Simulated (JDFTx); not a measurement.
# Geometry relaxation of Bi (part 1 of 2)

System: Bi (R-3m, 2 atoms in the cell).
Method: Kohn-Sham DFT of a periodic cell, PBEsol, PseudoDojo-SR-PBEsol-0.4.1-standard, no spin polarisation (JDFTx 1.7.0 (patched build)).

The structure derives from an entry of the Crystallography Open Database.

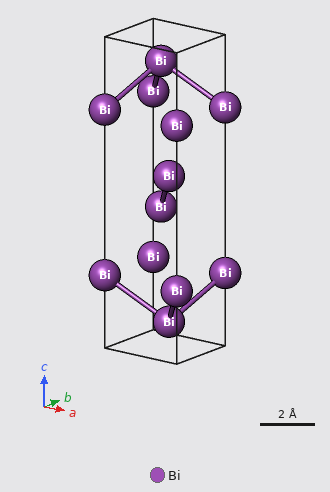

*The structure as given in the input (ball-and-stick view of the cell 3 times as large as that of the calculation, set on its symmetry axes, seen slightly off an axis). An atom can appear more than once, as a periodic image.*

The input
```
lattice \
    4.2849539876    -4.2849539876     0.0000000000 \
    2.4739193382     2.4739193382    -4.9478386764 \
    7.4417414788     7.4417414788     7.4417414788
coords-type Lattice
ion Bi     0.7660000000     0.7660000000     0.7660000000 1
ion Bi     0.2340000000     0.2340000000     0.2340000000 1

ion-species pseudo/Bi.upf
elec-cutoff 33 264
elec-ex-corr gga-PBEsol
kpoint-folding 6 6 6
elec-smearing Fermi 0.0018374661
elec-n-bands 22
electronic-SCF nIterations 100 energyDiffThreshold 1e-09
electronic-minimize nIterations 30 energyDiffThreshold 1e-7
forces-output-coords Cartesian
lattice-minimize nIterations 40 energyDiffThreshold 1e-6

dump-name run.$VAR
dump End Ecomponents EigStats BandEigs Kpoints Forces Stress
```

Hardware: 1 thread of Intel Xeon @ 2.50GHz (Skylake/Cascade Lake), 32 GiB of memory available, shared host.

Launch command:
```bash
jdftx -c 1 -i Bi.in -o Bi.out
```

Output
```
*************** JDFTx 1.7.0 (patched build) ***************

Input parsed successfully to the following command list (including defaults):
[... the input with its defaults ...]

---------- Setting up symmetries ----------

Non-trivial transmission matrix:
[   1   0   0  ]
[  -1   1   0  ]
[   0  -1   1  ]
with reduced lattice vectors:
[      8.569908     -4.284954      0.000000  ]
[      0.000000      7.421758     -4.947839  ]
[      0.000000      0.000000      7.441741  ]

Found 12 point-group symmetries of the bravais lattice
Found 12 space-group symmetries with basis
Applied RMS atom displacement 0 bohrs to make symmetries exact.

---------- Initializing the Grid ----------
R =
[      4.28495     -4.28495            0  ]
[      2.47392      2.47392     -4.94784  ]
[      7.44174      7.44174      7.44174  ]
unit cell volume = 473.323
G =
[   0.733168   0.423295   0.281439  ]
[  -0.733168   0.423295   0.281439  ]
[ -3.415e-18   -0.84659   0.281439  ]
Minimum fftbox size, Smin = [  68  68  68  ]
Chosen fftbox size, S = [  70  70  70  ]

---------- Initializing tighter grid for wavefunction operations ----------
R =
[      4.28495     -4.28495            0  ]
[      2.47392      2.47392     -4.94784  ]
[      7.44174      7.44174      7.44174  ]
unit cell volume = 473.323
G =
[   0.733168   0.423295   0.281439  ]
[  -0.733168   0.423295   0.281439  ]
[ -3.415e-18   -0.84659   0.281439  ]
Minimum fftbox size, Smin = [  48  48  48  ]
Chosen fftbox size, S = [  48  48  48  ]

---------- Exchange Correlation functional ----------
Initalized PBEsol GGA exchange.
Initalized PBEsol GGA correlation.

---------- Setting up pseudopotentials ----------
Width of ionic core gaussian charges (only for fluid interactions / plotting) set to 0

Reading pseudopotential file 'pseudo/Bi.upf':
  'Bi' pseudopotential, 'PBESOL' functional
  Generated using ONCVPSP code by D. R. Hamann
  15 valence electrons, 3 orbitals, 6 projectors, 1001 radial grid points, with lMax = 2
    5D    l: 2   occupation: 10.0   eigenvalue: -0.994461
    6S    l: 0   occupation:  2.0   eigenvalue: -0.534159
    6P    l: 1   occupation:  3.0   eigenvalue: -0.168956
  Core radius for overlap checks: 2.37 bohrs.

Initialized 1 species with 2 total atoms.

Folded 1 k-points by 6x6x6 to 216 k-points.

---------- Setting up k-points, bands, fillings ----------
Reduced to 32 k-points under symmetry.
Computing the number of bands and number of electrons
Calculating initial fillings.
nElectrons:  30.000000   nBands: 22   nStates: 32

----- Setting up reduced wavefunction bases (one per k-point) -----
average nbasis = 4285.894 , ideal nbasis = 4285.707

---------- Setting up ewald sum ----------
Optimum gaussian width for ewald sums = 2.819641 bohr.
Real space sum over 1331 unit cells with max indices [  5  5  5  ]
Reciprocal space sum over 2197 terms with max indices [  6  6  6  ]

---------- Allocating electronic variables ----------
Initializing wave functions:  linear combination of atomic orbitals
Note: number of bands (22) exceeds available atomic orbitals (18)
Bi pseudo-atom occupations:   s ( 2 )  p ( 3 )  d ( 10 )
	FillingsUpdate:  mu: +0.363830549  nElectrons: 30.000000
LCAOMinimize: Iter:   0  F: -142.6978388413135121  |grad|_K:  2.277e-04  alpha:  1.000e+00
	FillingsUpdate:  mu: +0.363790405  nElectrons: 30.000000
LCAOMinimize: Iter:   1  F: -142.6980997352802092  |grad|_K:  7.713e-06  alpha:  6.507e-01  linmin:  5.546e-03  cgtest: -4.606e-03
	FillingsUpdate:  mu: +0.363782709  nElectrons: 30.000000
LCAOMinimize: Iter:   2  F: -142.6981001762798655  |grad|_K:  1.647e-07  alpha:  9.578e-01  linmin:  1.663e-03  cgtest: -8.455e-03
	FillingsUpdate:  mu: +0.363782967  nElectrons: 30.000000
LCAOMinimize: Iter:   3  F: -142.6981001764721668  |grad|_K:  5.765e-09  alpha:  9.160e-01  linmin:  6.126e-03  cgtest: -3.720e-02
LCAOMinimize: Converged (|Delta F|<1.000000e-06 for 2 iters).

--------- Lattice Minimization ---------

-------- Electronic minimization -----------
Will mix electronic density at each iteration.
	FillingsUpdate:  mu: +0.363782967  nElectrons: 30.000000
	FillingsUpdate:  mu: +0.355894867  nElectrons: 30.000000
SCF: Cycle:  0   F: -142.727444551357877   dF: -2.934e-02   |Residual|: 3.081e-02   |deigs|: 9.411e-02
	FillingsUpdate:  mu: +0.355507113  nElectrons: 30.000000
SCF: Cycle:  1   F: -142.728864243933288   dF: -1.420e-03   |Residual|: 1.360e-02   |deigs|: 5.948e-03
	FillingsUpdate:  mu: +0.355503495  nElectrons: 30.000000
SCF: Cycle:  2   F: -142.729031411806659   dF: -1.672e-04   |Residual|: 5.377e-03   |deigs|: 1.721e-03
	FillingsUpdate:  mu: +0.355651033  nElectrons: 30.000000
SCF: Cycle:  3   F: -142.729034993492235   dF: -3.582e-06   |Residual|: 1.166e-03   |deigs|: 3.883e-04
	FillingsUpdate:  mu: +0.355675382  nElectrons: 30.000000
SCF: Cycle:  4   F: -142.729036571102824   dF: -1.578e-06   |Residual|: 3.763e-04   |deigs|: 2.284e-04
	FillingsUpdate:  mu: +0.355701501  nElectrons: 30.000000
SCF: Cycle:  5   F: -142.729036848585253   dF: -2.775e-07   |Residual|: 1.015e-04   |deigs|: 1.641e-04
	FillingsUpdate:  mu: +0.355714028  nElectrons: 30.000000
SCF: Cycle:  6   F: -142.729036904761216   dF: -5.618e-08   |Residual|: 6.586e-05   |deigs|: 8.973e-05
	FillingsUpdate:  mu: +0.355714113  nElectrons: 30.000000
SCF: Cycle:  7   F: -142.729036921927502   dF: -1.717e-08   |Residual|: 2.800e-05   |deigs|: 6.116e-05
	FillingsUpdate:  mu: +0.355715078  nElectrons: 30.000000
SCF: Cycle:  8   F: -142.729036926007439   dF: -4.080e-09   |Residual|: 6.505e-06   |deigs|: 3.512e-05
	FillingsUpdate:  mu: +0.355715216  nElectrons: 30.000000
SCF: Cycle:  9   F: -142.729036927487812   dF: -1.480e-09   |Residual|: 2.581e-06   |deigs|: 4.152e-05
	FillingsUpdate:  mu: +0.355715289  nElectrons: 30.000000
SCF: Cycle: 10   F: -142.729036927786041   dF: -2.982e-10   |Residual|: 1.427e-06   |deigs|: 1.428e-05
	FillingsUpdate:  mu: +0.355715304  nElectrons: 30.000000
SCF: Cycle: 11   F: -142.729036927930849   dF: -1.448e-10   |Residual|: 8.921e-07   |deigs|: 1.532e-05
SCF: Converged (|Delta E|<1.000000e-09 for 2 iters).

Setting wave functions to eigenvectors of Hamiltonian
# Lattice vectors:
R =
[      4.28495     -4.28495            0  ]
[      2.47392      2.47392     -4.94784  ]
[      7.44174      7.44174      7.44174  ]
unit cell volume = 473.323

# Strain tensor in Cartesian coordinates:
[            0            0            0  ]
[            0            0            0  ]
[            0            0            0  ]

# Stress tensor in Cartesian coordinates [Eh/a0^3]:
[   1.0051e-05            0            0  ]
[            0   1.0051e-05            0  ]
[            0            0  7.28491e-06  ]

# Ionic positions in lattice coordinates:
ion Bi   0.766000000000000   0.766000000000000   0.766000000000000 1
ion Bi   0.234000000000000   0.234000000000000   0.234000000000000 1

# Forces in Cartesian coordinates:
force Bi  -0.000000000000000  -0.000000000000000  -0.001288180091810 1
force Bi   0.000000000000000   0.000000000000000   0.001288180091810 1

# Energy components:
   Eewald =     -102.6603808731440779
       EH =       35.2995688470688691
     Eloc =     -101.2829122919485911
      Enl =      -30.4195258974584810
      Exc =      -42.9311492036325149
 Exc_core =       21.1279692271366741
       KE =       78.1375182721570241
-------------------------------------
     Etot =     -142.7289119198210869
       TS =        0.0001250081097639
-------------------------------------
        F =     -142.7290369279308493

LatticeMinimize: Iter:   0  F: -142.729036927930849  |grad|_K:  2.064e-03

#--- Lowdin population analysis ---
# oxidation-state Bi +0.022 +0.022

-------- Electronic minimization -----------
Will mix electronic density at each iteration.
	FillingsUpdate:  mu: +0.355715304  nElectrons: 30.000000
	FillingsUpdate:  mu: +0.355860728  nElectrons: 30.000000
SCF: Cycle:  0   F: -142.729041002535695   dF: -2.852e-07   |Residual|: 1.304e-04   |deigs|: 5.359e-06
	FillingsUpdate:  mu: +0.355858013  nElectrons: 30.000000
SCF: Cycle:  1   F: -142.729041060032245   dF: -5.750e-08   |Residual|: 5.239e-05   |deigs|: 5.459e-06
	FillingsUpdate:  mu: +0.355855849  nElectrons: 30.000000
SCF: Cycle:  2   F: -142.729041068187030   dF: -8.155e-09   |Residual|: 2.757e-05   |deigs|: 3.377e-06
	FillingsUpdate:  mu: +0.355854293  nElectrons: 30.000000
SCF: Cycle:  3   F: -142.729041068799347   dF: -6.123e-10   |Residual|: 5.883e-06   |deigs|: 2.204e-06
	FillingsUpdate:  mu: +0.355854077  nElectrons: 30.000000
SCF: Cycle:  4   F: -142.729041068941427   dF: -1.421e-10   |Residual|: 2.433e-06   |deigs|: 2.521e-06
SCF: Converged (|Delta E|<1.000000e-09 for 2 iters).

Setting wave functions to eigenvectors of Hamiltonian
LatticeMinimize: 	Wolfe criterion not satisfied: alpha: 1  (E-E0)/|gdotd0|: -0.9721  gdotd/gdotd0: 0.943549 (taking cubic step)

-------- Electronic minimization -----------
Will mix electronic density at each iteration.
	FillingsUpdate:  mu: +0.355854077  nElectrons: 30.000000
	FillingsUpdate:  mu: +0.356145298  nElectrons: 30.000000
SCF: Cycle:  0   F: -142.729048343914116   dF: -1.150e-06   |Residual|: 2.618e-04   |deigs|: 2.889e-06
	FillingsUpdate:  mu: +0.356139878  nElectrons: 30.000000
SCF: Cycle:  1   F: -142.729048569731077   dF: -2.258e-07   |Residual|: 1.042e-04   |deigs|: 9.849e-06
	FillingsUpdate:  mu: +0.356135587  nElectrons: 30.000000
SCF: Cycle:  2   F: -142.729048601412302   dF: -3.168e-08   |Residual|: 5.485e-05   |deigs|: 5.893e-06
	FillingsUpdate:  mu: +0.356132392  nElectrons: 30.000000
SCF: Cycle:  3   F: -142.729048603784975   dF: -2.373e-09   |Residual|: 1.119e-05   |deigs|: 3.515e-06
	FillingsUpdate:  mu: +0.356132014  nElectrons: 30.000000
SCF: Cycle:  4   F: -142.729048604276045   dF: -4.911e-10   |Residual|: 4.817e-06   |deigs|: 3.205e-06
	FillingsUpdate:  mu: +0.356131840  nElectrons: 30.000000
SCF: Cycle:  5   F: -142.729048604348094   dF: -7.205e-11   |Residual|: 5.542e-07   |deigs|: 1.937e-06
SCF: Converged (|Delta E|<1.000000e-09 for 2 iters).

Setting wave functions to eigenvectors of Hamiltonian
# Lattice vectors:
R =
[      4.28395     -4.28395            0  ]
[      2.47334      2.47334     -4.94668  ]
[      7.44047      7.44047      7.44047  ]
unit cell volume = 473.02

# Strain tensor in Cartesian coordinates:
[ -0.000234977            0            0  ]
[            0 -0.000234977            0  ]
[            0            0 -0.000170313  ]

# Stress tensor in Cartesian coordinates [Eh/a0^3]:
[  1.01147e-05            0            0  ]
[            0  1.01147e-05            0  ]
[            0            0  8.01647e-06  ]

# Ionic positions in lattice coordinates:
ion Bi   0.765826891480396   0.765826891480396   0.765826891480396 1
ion Bi   0.234173108519605   0.234173108519605   0.234173108519605 1

# Forces in Cartesian coordinates:
force Bi   0.000000000000000   0.000000000000000  -0.000988535969593 1
force Bi  -0.000000000000000   0.000000000000000   0.000988535969593 1

# Energy components:
   Eewald =     -102.6943313188348270
       EH =       35.2755475239772451
     Eloc =     -101.2248764761281308
      Enl =      -30.4197963738325896
      Exc =      -42.9311965263594928
 Exc_core =       21.1279692050232057
       KE =       78.1377600640306298
-------------------------------------
     Etot =     -142.7289239021239666
       TS =        0.0001247022241171
-------------------------------------
        F =     -142.7290486043480939

LatticeMinimize: Iter:   1  F: -142.729048604348094  |grad|_K:  1.716e-03  alpha:  3.000e+00  linmin: -2.440e-01

#--- Lowdin population analysis ---
# oxidation-state Bi +0.022 +0.022

-------- Electronic minimization -----------
Will mix electronic density at each iteration.
	FillingsUpdate:  mu: +0.356131840  nElectrons: 30.000000
	FillingsUpdate:  mu: +0.359433443  nElectrons: 30.000000
SCF: Cycle:  0   F: -142.729077231827347   dF: -4.390e-05   |Residual|: 1.364e-03   |deigs|: 5.765e-05
	FillingsUpdate:  mu: +0.359394947  nElectrons: 30.000000
SCF: Cycle:  1   F: -142.729081988169014   dF: -4.756e-06   |Residual|: 5.744e-04   |deigs|: 8.810e-05
	FillingsUpdate:  mu: +0.359362362  nElectrons: 30.000000
SCF: Cycle:  2   F: -142.729082826780854   dF: -8.386e-07   |Residual|: 2.800e-04   |deigs|: 5.789e-05
	FillingsUpdate:  mu: +0.359344394  nElectrons: 30.000000
SCF: Cycle:  3   F: -142.729082869417340   dF: -4.264e-08   |Residual|: 7.005e-05   |deigs|: 2.221e-05
	FillingsUpdate:  mu: +0.359340357  nElectrons: 30.000000
SCF: Cycle:  4   F: -142.729082882158224   dF: -1.274e-08   |Residual|: 2.637e-05   |deigs|: 6.935e-06
	FillingsUpdate:  mu: +0.359339916  nElectrons: 30.000000
SCF: Cycle:  5   F: -142.729082883514792   dF: -1.357e-09   |Residual|: 4.346e-06   |deigs|: 1.776e-06
	FillingsUpdate:  mu: +0.359339668  nElectrons: 30.000000
SCF: Cycle:  6   F: -142.729082883788408   dF: -2.736e-10   |Residual|: 2.725e-06   |deigs|: 1.747e-06
	FillingsUpdate:  mu: +0.359339664  nElectrons: 30.000000
SCF: Cycle:  7   F: -142.729082883874753   dF: -8.635e-11   |Residual|: 2.666e-06   |deigs|: 1.469e-06
SCF: Converged (|Delta E|<1.000000e-09 for 2 iters).

Setting wave functions to eigenvectors of Hamiltonian
# Lattice vectors:
R =
[      4.27612     -4.27612            0  ]
[      2.46882      2.46882     -4.93763  ]
[      7.42844      7.42844      7.42844  ]
unit cell volume = 470.53

# Strain tensor in Cartesian coordinates:
[  -0.00206231            0            0  ]
[            0  -0.00206231            0  ]
[            0            0  -0.00178683  ]

# Stress tensor in Cartesian coordinates [Eh/a0^3]:
[  4.71523e-06            0            0  ]
[            0  4.71523e-06            0  ]
[            0            0  5.79332e-06  ]

# Ionic positions in lattice coordinates:
ion Bi   0.765232730688340   0.765232730688340   0.765232730688340 1
ion Bi   0.234767269311660   0.234767269311660   0.234767269311660 1

# Forces in Cartesian coordinates:
force Bi  -0.000000000000000   0.000000000000000  -0.000237987068341 1
force Bi  -0.000000000000000   0.000000000000000   0.000237987068341 1

# Energy components:
   Eewald =     -102.9156639777035593
       EH =       35.1347238780104476
     Eloc =     -100.8643140718298525
      Enl =      -30.4193241629205851
      Exc =      -42.9331498440744781
 Exc_core =       21.1279692256795251
       KE =       78.1407995838720524
-------------------------------------
     Etot =     -142.7289593689664571
       TS =        0.0001235149082987
-------------------------------------
        F =     -142.7290828838747530
```
